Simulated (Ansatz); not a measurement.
Fe (slab)

Input

```
crystal:
  lattice:
    - [2.3821024063, 0.0, 0.0]
    - [-0.7940341354, 2.2458676866, 0.0]
    - [0.0, 0.0, 26.6698708209]
  atoms:
    - { symbol: Fe, position: [0.5, 0.5, 0.2812162102], spin: 2.19 }
    - { symbol: Fe, position: [0.0, 0.0, 0.3541441402], spin: 2.19 }
    - { symbol: Fe, position: [0.5, 0.5, 0.4270720701], spin: 2.19 }
    - { symbol: Fe, position: [0.0, 0.0, 0.5], spin: 2.19 }
    - { symbol: Fe, position: [0.5, 0.5, 0.5729279299], spin: 2.19 }
    - { symbol: Fe, position: [0.0, 0.0, 0.6458558598], spin: 2.19 }
    - { symbol: Fe, position: [0.5, 0.5, 0.7187837898], spin: 2.19 }
basis:
  ecutwfc: 420
kpoints:
  mp_grid: { grid: [15, 15, 1] }
hamiltonian:
  xc: lda
scf:
  occupations: { method: gaussian, width: 0.1 }
output:
  forces: true
  eigenvalues: true
  populations: true
  write_density: true
  write_potential: true
  elf: true
  volumetric_format: npy
magnetization:
  spin_polarized: true
relax:
  adjacent_minimum: "off"
  f_tol: 0.02
  max_steps: 60
efield:
  axis: 3
  dipole_correction: true
checkpoint:
  read: start.run
  write: ck
  compress: false
  write_wavefunctions: false
  write_every: 100000
```

Run with:

```sh
ansatz run input.yaml --threads 2 --pin off --max-ram 5120MiB --backend cpu --events-out ev --progress --plain --runs-dir out
```

Spin-polarised.

Computed with DFT LDA, scalar-relativistic, plane waves, PAW (Ansatz 0.2.0).

In a PAW calculation such maps are meaningful between the atoms, not at the nuclei.

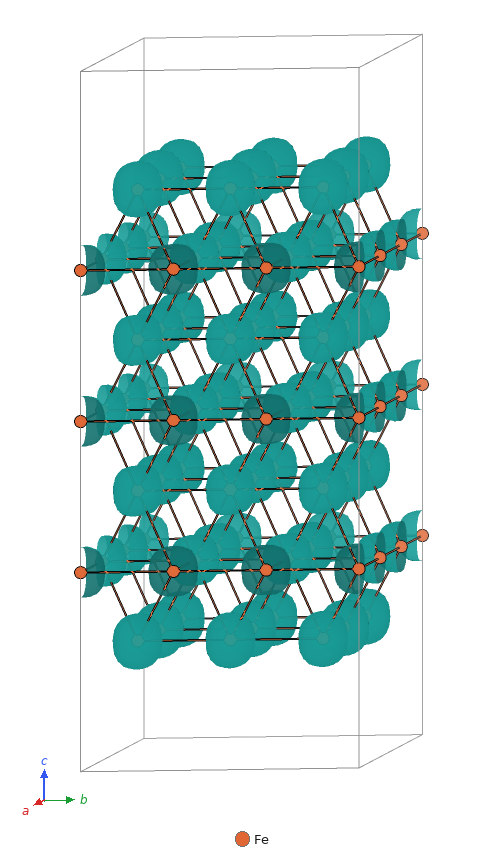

Figure 1. Isosurfaces of the spin density at +0.4 (teal) and −0.4 e/Å³ (pink), seen slightly off an axis. Sticks mark near contacts.

Q: Describe the spin distribution.

A: The spin density sits on Fe: +2.2 μB (×2) and +2.0 μB (×5) in one cell of 7 atoms: parallel moments (a ferromagnetic arrangement) in this solution. The cell of the calculation (7 atoms) carries 14.5 μB of net spin moment. Only one sign reaches the isovalue.

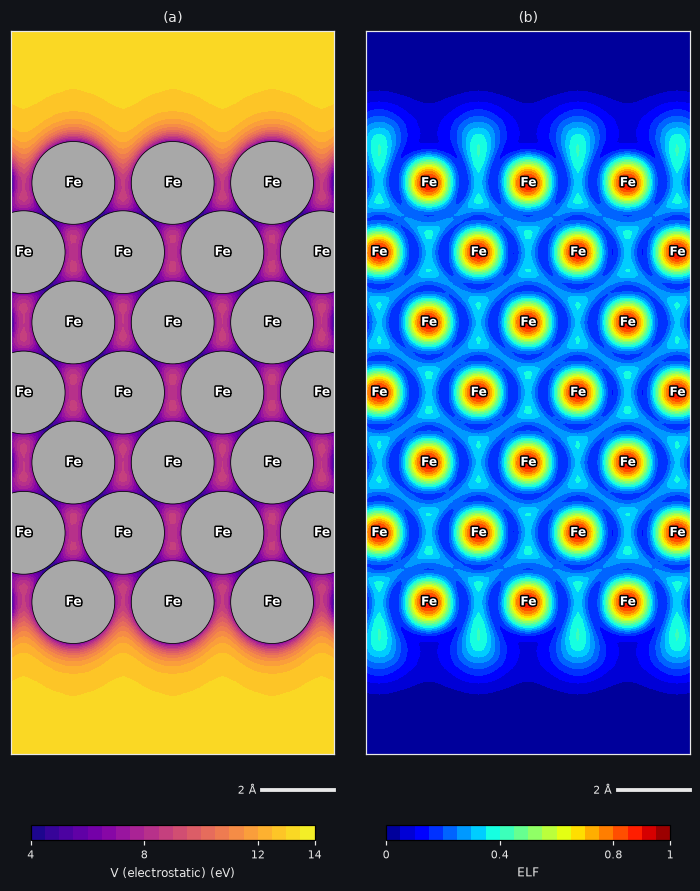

Figure 2. (a) electrostatic potential (local pseudopotential plus Hartree) felt by an electron; (b) electron localisation function on the (11̄0) plane of the calculation cell, a cut from vacuum to vacuum. Grey discs cover the atomic cores in the potential map.

Q: What do the fields say about this system?

A: Atoms in the plane: Fe. Fe–Fe (2.36 Å): the ELF is about 0.25 at the midpoint; no shared electron pair shows on this line. The features right at Fe lie inside the PAW spheres, where the map follows smoothed inner orbitals and isn't to be read closely. Outside the cores the potential energy rises away from the atoms and is highest in the vacuum; its zero is arbitrary.

Q: Does the calculation give a band gap?

A: It is metallic or semimetallic at this level of theory: no gap opens.
